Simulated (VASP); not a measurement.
# Band edges against the vacuum: GaAs(110), part 2 of 3

Where do the bulk band edges lie against the vacuum outside GaAs(110)?

VASP 6.6.1; r2SCAN; plane waves and PAW (Ga, As).

So far, gap on the k-mesh (eV): step 3 (band edges of the bulk) 0.985.

### 4. Surface relaxation

System of this step: GaAs(110). The cell holds 18 atoms: 9 Ga and 9 As. Its edges and angles: a = 4.010 Å, b = 5.670 Å, c = 32.038 Å, α = 90.0°, β = 90.0°, γ = 90.0°. It derives from GaAs. 9 layers, cut at this functional's lattice. Vacuum lies along c.

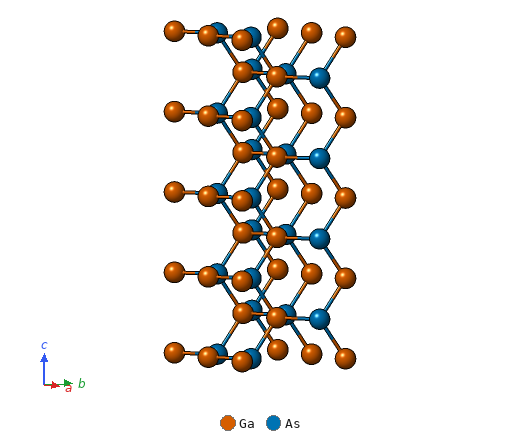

The cell of this step (gallium orange, arsenic blue). 2×1×1 cells are drawn. Some periodic images of atoms are drawn too.

All atoms relax at the fixed cell.

File INCAR:

```
SYSTEM = GaAs
PREC = Normal
ENCUT = 320
EDIFF = 1E-05
NELM = 120
ISMEAR = 0
SIGMA = 0.03
LREAL = Auto
ALGO = Normal
METAGGA = R2SCAN
LASPH = .TRUE.
NBANDS = 54
LORBIT = 11
LWAVE = .FALSE.
LCHARG = .FALSE.
KPAR = 2
NCORE = 2
IBRION = 2
NSW = 60
ISIF = 2
EDIFFG = -0.03
POTIM = 0.4
MAXMIX = 40
IDIPOL = 3
LDIPOL = .TRUE.
DIPOL = 0.5 0.5 0.5
```

File POSCAR:

```
GaAs
1.0
    4.0095893759      0.0000000000      0.0000000000
    0.0000000000      5.6704156750      0.0000000000
    0.0000000000      0.0000000000     32.0383575038
Ga As
9 9
Direct
    0.0000000000      0.0000000000      0.2497006900
    0.5000000000      0.5000000000      0.3122755200
    0.0000000000      0.0000000000      0.3748503500
    0.5000000000      0.5000000000      0.4374251700
    0.0000000000      0.0000000000      0.5000000000
    0.5000000000      0.5000000000      0.5625748300
    0.0000000000      0.0000000000      0.6251496500
    0.5000000000      0.5000000000      0.6877244800
    0.0000000000      0.0000000000      0.7502993100
    0.0000000000      0.7500000000      0.3122755200
    0.5000000000      0.2500000000      0.2497006900
    0.0000000000      0.7500000000      0.4374251700
    0.5000000000      0.2500000000      0.3748503500
    0.0000000000      0.7500000000      0.5625748300
    0.5000000000      0.2500000000      0.5000000000
    0.0000000000      0.7500000000      0.6877244800
    0.5000000000      0.2500000000      0.6251496500
    0.5000000000      0.2500000000      0.7502993100
```

File KPOINTS:

```
Automatic mesh
0
Gamma
6 4 1
0 0 0
```

The projector-augmented-wave data sets are Ga and As (PBE family, release 64).

Launch:

```bash
$ mpirun -np 4 vasp_std
```

The log of the run:

```text
[banner, memory and clock lines left out]
running    4 mpi-ranks, on    1 nodes
 distrk:  each k-point on    2 cores,    2 groups
 distr:  one band on    2 cores,    1 groups

 POSCAR found type information on POSCAR GaAs
 POSCAR found :  2 types and      18 ions
 [... a notice as in an earlier step ...]

 LDA part: xc-table for (None), standard interpolation
 POSCAR, INCAR and KPOINTS ok, starting setup
 FFT: planning ... GRIDC
 FFT: planning ... GRID_SOFT
 FFT: planning ... GRID
 WAVECAR not read
 entering main loop
       N       E                     dE             d eps       ncg     rms          rms(c)
DAV:   1     0.135342754108E+03    0.13534E+03   -0.19093E+04  1304   0.704E+02
DAV:   2    -0.213395581337E+03   -0.34874E+03   -0.33595E+03  1728   0.153E+02
DAV:   3    -0.248470843262E+03   -0.35075E+02   -0.34635E+02  1560   0.511E+01
DAV:   4    -0.249701648315E+03   -0.12308E+01   -0.12270E+01  1704   0.107E+01
DAV:   5    -0.249739733174E+03   -0.38085E-01   -0.38069E-01  1660   0.180E+00    0.119E+01
DAV:   6    -0.240052251226E+03    0.96875E+01   -0.35490E+00  1498   0.589E+00    0.757E+00
DAV:   7    -0.239981869274E+03    0.70382E-01   -0.27799E+00  1586   0.417E+00    0.154E+00
DAV:   8    -0.239942528691E+03    0.39341E-01   -0.37640E-01  1478   0.178E+00    0.743E-01
DAV:   9    -0.239949871763E+03   -0.73431E-02   -0.37741E-02  1552   0.589E-01    0.180E-01
DAV:  10    -0.239951414541E+03   -0.15428E-02   -0.19514E-03  1580   0.168E-01    0.119E-01
DAV:  11    -0.239955578430E+03   -0.41639E-02   -0.49138E-03  1470   0.200E-01    0.544E-02
DAV:  12    -0.239956417182E+03   -0.83875E-03   -0.31052E-04  1604   0.586E-02    0.288E-02
DAV:  13    -0.239957722012E+03   -0.13048E-02   -0.48351E-04  1546   0.648E-02    0.216E-02
DAV:  14    -0.239958413838E+03   -0.69183E-03   -0.16316E-04  1586   0.363E-02    0.117E-02
DAV:  15    -0.239958870901E+03   -0.45706E-03   -0.10889E-04  1536   0.282E-02    0.575E-03
DAV:  16    -0.239959055148E+03   -0.18425E-03   -0.38445E-05  1334   0.178E-02    0.388E-03
DAV:  17    -0.239959121072E+03   -0.65924E-04   -0.11602E-05  1148   0.138E-02    0.266E-03
DAV:  18    -0.239959192138E+03   -0.71066E-04   -0.20921E-05  1226   0.139E-02    0.147E-03
DAV:  19    -0.239959226201E+03   -0.34062E-04   -0.30608E-06  1070   0.777E-03    0.100E-03
DAV:  20    -0.239959259093E+03   -0.32893E-04   -0.33302E-06  1132   0.727E-03    0.580E-04
DAV:  21    -0.239959271257E+03   -0.12164E-04   -0.14275E-06  1084   0.498E-03    0.387E-04
DAV:  22    -0.239959276056E+03   -0.47983E-05   -0.51104E-07   974   0.353E-03
   1 F= -.23995928E+03 E0= -.23995928E+03  d E =-.239959E+03
 curvature:   0.00 expect dE= 0.000E+00 dE for cont linesearch  0.000E+00
 trial: gam= 0.00000 g(F)=  0.538E+00 g(S)=  0.000E+00 ort = 0.000E+00 (trialstep = 0.100E+01)
 search vector abs. value=  0.538E+00
 bond charge predicted
       N       E                     dE             d eps       ncg     rms          rms(c)
DAV:   1    -0.240377920906E+03   -0.41865E+00   -0.54224E+00  1408   0.664E+00    0.755E-01
DAV:   2    -0.240415381902E+03   -0.37461E-01   -0.34225E-01  1578   0.154E+00    0.371E-01
DAV:   3    -0.240417093243E+03   -0.17113E-02   -0.88124E-03  1564   0.343E-01    0.218E-01
DAV:   4    -0.240417873732E+03   -0.78049E-03   -0.40234E-03  1456   0.201E-01    0.623E-02
DAV:   5    -0.240418455253E+03   -0.58152E-03   -0.92068E-04  1394   0.957E-02    0.406E-02
DAV:   6    -0.240418542775E+03   -0.87522E-04   -0.10687E-04  1462   0.402E-02    0.147E-02
DAV:   7    -0.240418564543E+03   -0.21768E-04   -0.30591E-05  1502   0.206E-02    0.493E-03
DAV:   8    -0.240418597786E+03   -0.33243E-04   -0.75972E-06  1050   0.119E-02    0.244E-03
DAV:   9    -0.240418613974E+03   -0.16188E-04   -0.42951E-06  1028   0.795E-03    0.122E-03
DAV:  10    -0.240418614984E+03   -0.10106E-05   -0.71222E-07  1012   0.376E-03
   2 F= -.24041861E+03 E0= -.24041861E+03  d E =-.459339E+00
[... from here on, the cycles between the ionic steps are left out ...]
   3 F= -.24089197E+03 E0= -.24089197E+03  d E =-.932691E+00
   4 F= -.24120275E+03 E0= -.24120275E+03  d E =-.310779E+00
   5 F= -.24138642E+03 E0= -.24138642E+03  d E =-.494449E+00
   6 F= -.24138759E+03 E0= -.24138759E+03  d E =-.495627E+00
   7 F= -.24144259E+03 E0= -.24144259E+03  d E =-.549992E-01
   8 F= -.24144261E+03 E0= -.24144261E+03  d E =-.550160E-01
   9 F= -.24145955E+03 E0= -.24145955E+03  d E =-.169447E-01
  10 F= -.24146632E+03 E0= -.24146632E+03  d E =-.237066E-01
  11 F= -.24146669E+03 E0= -.24146669E+03  d E =-.240834E-01
  12 F= -.24147769E+03 E0= -.24147769E+03  d E =-.109959E-01
  13 F= -.24147825E+03 E0= -.24147825E+03  d E =-.115574E-01
  14 F= -.24148143E+03 E0= -.24148143E+03  d E =-.317585E-02
  15 F= -.24148144E+03 E0= -.24148144E+03  d E =-.319324E-02
  16 F= -.24148371E+03 E0= -.24148371E+03  d E =-.226192E-02
  17 F= -.24148442E+03 E0= -.24148442E+03  d E =-.297711E-02
  18 F= -.24148606E+03 E0= -.24148606E+03  d E =-.164108E-02
  19 F= -.24148710E+03 E0= -.24148710E+03  d E =-.267946E-02
  20 F= -.24148715E+03 E0= -.24148715E+03  d E =-.273322E-02
  21 F= -.24148817E+03 E0= -.24148817E+03  d E =-.101548E-02
  22 F= -.24148830E+03 E0= -.24148830E+03  d E =-.115032E-02
  23 F= -.24148835E+03 E0= -.24148835E+03  d E =-.119841E-02
 curvature:  -3.73 expect dE=-0.121E-02 dE for cont linesearch -0.322E-05
 trial: gam= 0.28379 g(F)=  0.325E-03 g(S)=  0.000E+00 ort = 0.478E-04 (trialstep = 0.209E+01)
 search vector abs. value=  0.565E-03
 bond charge predicted
       N       E                     dE             d eps       ncg     rms          rms(c)
DAV:   1    -0.241488612153E+03   -0.25957E-03   -0.26360E-02  1308   0.497E-01    0.446E-02
DAV:   2    -0.241488761316E+03   -0.14916E-03   -0.16506E-03  1562   0.113E-01    0.435E-02
DAV:   3    -0.241488837866E+03   -0.76550E-04   -0.12018E-04  1338   0.423E-02    0.968E-03
DAV:   4    -0.241488834801E+03    0.30648E-05   -0.25529E-05  1390   0.156E-02
  24 F= -.24148883E+03 E0= -.24148883E+03  d E =-.481845E-03
 trial-energy change:   -0.000482  1 .order   -0.000482   -0.000709   -0.000254
 step:   3.2642(harm=  3.2642)  dis= 0.00572  next Energy=  -241.488906 (dE=-0.553E-03)
 reached required accuracy - stopping structural energy minimisation
```

Elapsed: 25 min, on 4 MPI ranks of Intel Xeon Platinum 8259CL at 2.50GHz (Skylake/Cascade Lake), shared host; peak memory 1 GiB.

Parts of OUTCAR (step 4):

```text
  LATTYP: Found a simple orthorhombic cell.
 ALAT       =     4.0095893759
 B/A-ratio  =     1.4142135624
 C/A-ratio  =     7.9904335582

 Subroutine GETGRP returns: Found  4 space group operations
 (whereof  4 operations were pure point group operations)

The static configuration has the point symmetry C_2v.

 Found     12 irreducible k-points:

   k-points           NKPTS =     12   k-points in BZ     NKDIM =     12   number of bands    NBANDS=     54

   dimension x,y,z NGX =    18 NGY =   28 NGZ =  140
   dimension x,y,z NGXF=    36 NGYF=   56 NGZF=  280

   ENCUT  =  320.0 eV  23.52 Ry    4.85 a.u.   5.85  8.27 46.73*2*pi/ulx,y,z

   NELECT =      72.0000    total number of electrons

 dipolmoment           0.000000      0.000000     -0.000000 electrons x Angstroem

 E-fermi :  -0.7741

 k-point     1 :       0.0000    0.0000    0.0000
  band No.  band energies     occupation
    ...
     32      -1.2565      2.00000
     33      -1.2324      2.00000
     34      -1.1251      2.00000
     35      -1.0192      2.00000
     36      -0.9130      2.00000
     37       0.3715      0.00000
     38       0.9613      0.00000
     39       1.0282      0.00000
     40       1.1325      0.00000
     41       1.1959      0.00000
    ...

 k-point     2 :       0.1667    0.0000    0.0000
  band No.  band energies     occupation
    ...
     32      -2.1766      2.00000
     33      -1.8992      2.00000
     34      -1.8182      2.00000
     35      -1.5488      2.00000
     36      -1.3079      2.00000
     37       1.1569      0.00000
     38       1.4693      0.00000
     39       1.5302      0.00000
     40       1.9805      0.00000
     41       2.1504      0.00000
    ...

  Total       -2.3822220     -1.2159979     -0.4664403      0.0000000      0.0000000      0.0000000
  in kB       -5.2397162     -2.6745972     -1.0259391      0.0000000      0.0000000      0.0000000
  external PRESSURE =      -2.9800842 kB  Pullay stress =       0.0000000 kB

  energy-cutoff  :      320.00
  volume of cell :      728.43
      direct lattice vectors                 reciprocal lattice vectors
     4.009589376  0.000000000  0.000000000     0.249402097  0.000000000  0.000000000
     0.000000000  5.670415675  0.000000000     0.000000000  0.176353914  0.000000000
     0.000000000  0.000000000 32.038357504     0.000000000  0.000000000  0.031212586

 POSITION                                       TOTAL-FORCE (eV/Angst)
 -----------------------------------------------------------------------------------
      0.00000      0.34017      8.43895         0.000000     -0.009429      0.002832
      2.00479      2.74758      9.90178        -0.000000      0.009021      0.023631
      0.00000      5.61554     12.03012         0.000000     -0.000945     -0.003891
      2.00479      2.77327     14.00315         0.000000      0.004643     -0.021225
      0.00000      5.61651     16.01918         0.000000      0.002774      0.000000
      2.00479      2.77327     18.03520        -0.000000      0.004643      0.021225
      4.00959      5.61554     20.00824         0.000000     -0.000945      0.003891
      2.00479      2.74758     22.13658         0.000000      0.009021     -0.023631
      0.00000      0.34017     23.59940         0.000000     -0.009429     -0.002832
      4.00959      4.17306     10.01597        -0.000000      0.006315     -0.007151
      2.00479      1.52015      7.75194        -0.000000     -0.002539      0.017374
      0.00000      4.19169     14.02373         0.000000      0.002722     -0.011763
      2.00479      1.37412     11.97730         0.000000     -0.007354      0.009114
      4.00959      4.19169     18.01462         0.000000      0.002722      0.011763
      2.00479      1.36367     16.01918         0.000000     -0.007643      0.000000
      4.00959      4.17306     22.02239         0.000000      0.006315      0.007151
      2.00479      1.37412     20.06106         0.000000     -0.007354     -0.009114
      2.00479      1.52015     24.28642        -0.000000     -0.002539     -0.017374
 -----------------------------------------------------------------------------------
    total drift:                               -0.000000     -0.029666     -0.000004

  FREE ENERGIE OF THE ION-ELECTRON SYSTEM (eV)
  ---------------------------------------------------
  free  energy   TOTEN  =      -241.4888348009 eV

  energy  without entropy=     -241.4888348009  energy(sigma->0) =     -241.48883480

 vacuum level on the upper side and lower side of the slab         4.252         4.252

 total charge
# of ion       s       p       d       tot
------------------------------------------
    1        1.147   1.041   0.114   2.302
    2        1.075   1.177   0.144   2.395
    3        1.078   1.196   0.143   2.417
    4        1.078   1.200   0.145   2.422
    5        1.078   1.210   0.147   2.434
    6        1.078   1.200   0.145   2.422
    7        1.078   1.196   0.143   2.417
    8        1.075   1.177   0.144   2.395
    9        1.147   1.041   0.114   2.302
   10        1.210   1.628   0.029   2.866
   11        1.255   1.526   0.026   2.806
   12        1.206   1.634   0.029   2.869
   13        1.208   1.623   0.028   2.859
   14        1.206   1.634   0.029   2.869
   15        1.206   1.632   0.029   2.867
   16        1.210   1.628   0.029   2.866
   17        1.208   1.623   0.028   2.859
   18        1.255   1.526   0.026   2.806
--------------------------------------------------
tot         20.797  24.889   1.491  47.177

[... 1 part as in an earlier step ...]

[... 7 further parts left out ...]
```

CONTCAR:

```
GaAs
   1.00000000000000
     4.0095893759000001    0.0000000000000000    0.0000000000000000
     0.0000000000000000    5.6704156750000001    0.0000000000000000
     0.0000000000000000    0.0000000000000000   32.0383575038000004
  Ga              As
     9     9
Direct
     0.0000000000000000    0.0599909666515702    0.2634015996803890
     0.5000000000000000    0.4845472987926199    0.3090600571166648
     0.0000000000000000    0.9903218759559543    0.3754910264619662
     0.5000000000000000    0.4890770436464587    0.4370746314309628
     0.0000000000000000    0.9904928708332668    0.5000000000000000
     0.5000000000000000    0.4890770436464587    0.5629253685690374
     1.0000000000000000    0.9903218759559543    0.6245089735380337
     0.5000000000000000    0.4845472987926199    0.6909399428833358
     0.0000000000000000    0.0599909666515702    0.7365984003196110
     1.0000000000000000    0.7359355808348164    0.3126241982120354
     0.5000000000000000    0.2680837076884305    0.2419579923330035
     0.0000000000000000    0.7392212879486590    0.4377170018402592
     0.5000000000000000    0.2423314359634538    0.3738424717435901
     1.0000000000000000    0.7392212879486590    0.5622829981597409
     0.5000000000000000    0.2404887342028066    0.5000000000000000
     1.0000000000000000    0.7359355808348164    0.6873758017879648
     0.5000000000000000    0.2423314359634538    0.6261575282564099
     0.5000000000000000    0.2680837076884305    0.7580420076669965
```

The run keeps the 4 symmetry operations of its start, so it cannot find a distortion of lower symmetry.

The steps of the relaxation (22 of 24):

```tsv
step	energy less that of the first step (eV)	largest force (eV/Å)
1	0.0000	1.9027
2	-0.4593	1.5316
3	-0.9327	1.0193
4	-1.2435	0.7381
5	-1.4271	0.5124
6	-1.4283	0.5439
8	-1.4833	0.2470
9	-1.5003	0.1622
10	-1.5070	0.1446
11	-1.5074	0.1529
12	-1.5184	0.1014
13	-1.5190	0.1111
14	-1.5222	0.0692
15	-1.5222	0.0640
16	-1.5244	0.0799
17	-1.5251	0.0872
19	-1.5278	0.0414
20	-1.5279	0.0474
21	-1.5289	0.0355
22	-1.5290	0.0401
23	-1.5291	0.0392
24	-1.5296	0.0253
```

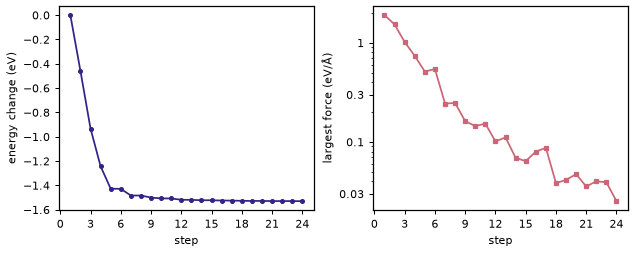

Energy and largest force along the relaxation.

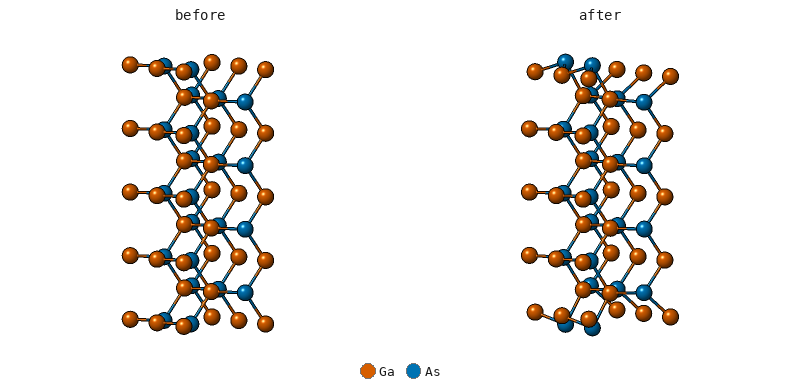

The structure before and after the relaxation, drawn at the same scale.

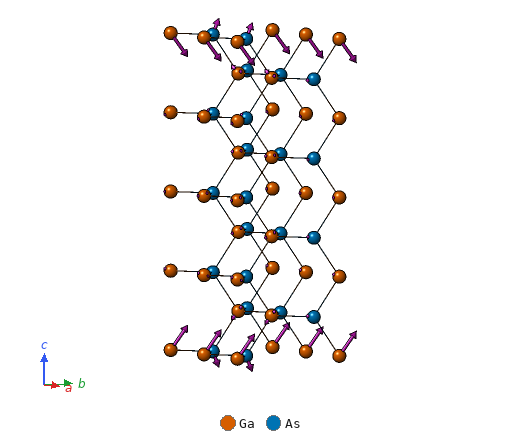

Displacements in the relaxation, exaggerated; the longest in the cell stands for 0.56 Å. 2×1×1 cells are drawn. Some periodic images of atoms are drawn too.

The atoms that moved most (Å):

```tsv
atom	dx	dy	dz	length
Ga9	0.000	0.340	-0.439	0.555
Ga1	0.000	0.340	0.439	0.555
As11	0.000	0.103	-0.248	0.268
As18	0.000	0.103	0.248	0.268
Ga8	0.000	-0.088	0.103	0.135
Ga2	0.000	-0.088	-0.103	0.135
As10	0.000	-0.080	0.011	0.081
As16	0.000	-0.080	-0.011	0.081
```

Final coordinates:

```xyz
18
Lattice="4.0096 0.0000 0.0000 0.0000 5.6704 0.0000 0.0000 0.0000 32.0384" Properties=species:S:1:pos:R:3
Ga    0.0000    0.3402    8.4390
Ga    2.0048    2.7476    9.9018
Ga    0.0000   -0.0549   12.0301
Ga    2.0048    2.7733   14.0032
Ga    0.0000   -0.0539   16.0192
Ga    2.0048    2.7733   18.0352
Ga    0.0000   -0.0549   20.0082
Ga    2.0048    2.7476   22.1366
Ga    0.0000    0.3402   23.5994
As    0.0000    4.1731   10.0160
As    2.0048    1.5201    7.7519
As    0.0000    4.1917   14.0237
As    2.0048    1.3741   11.9773
As    0.0000    4.1917   18.0146
As    2.0048    1.3637   16.0192
As    0.0000    4.1731   22.0224
As    2.0048    1.3741   20.0611
As    2.0048    1.5201   24.2864
```

This step gave:

```
electronic cycles              : 164
electrons                      : 72
free energy (TOTEN)            : -241.4888 eV
Fermi energy                   : -0.7741 eV
dipole moment                  : 0, 0, 0 e·Å
gap on the k-mesh              : 1.177 eV
least direct gap on the k-mesh : 1.284 eV
```

The run ended after 24 ionic steps, 1.530 eV below its first step, once the forces on the free atoms met EDIFFG = -0.03.

(Continued in part 3 of 3.)

[Lines on the potential files, build, host, timing and source positions are cut from VASP's logs without a mark.]

[Logs are printed without paths, hosts, clocks, repeated set-up lines and the standing remarks that a program may print on its own settings, such as how far it seeks lower states.]

[Hosts, paths, dates, database ids (printed as entryN), source tags and the programs' standing remarks are cut or masked in the printed files.]

[Runs that stopped without an error message from VASP are left out.]
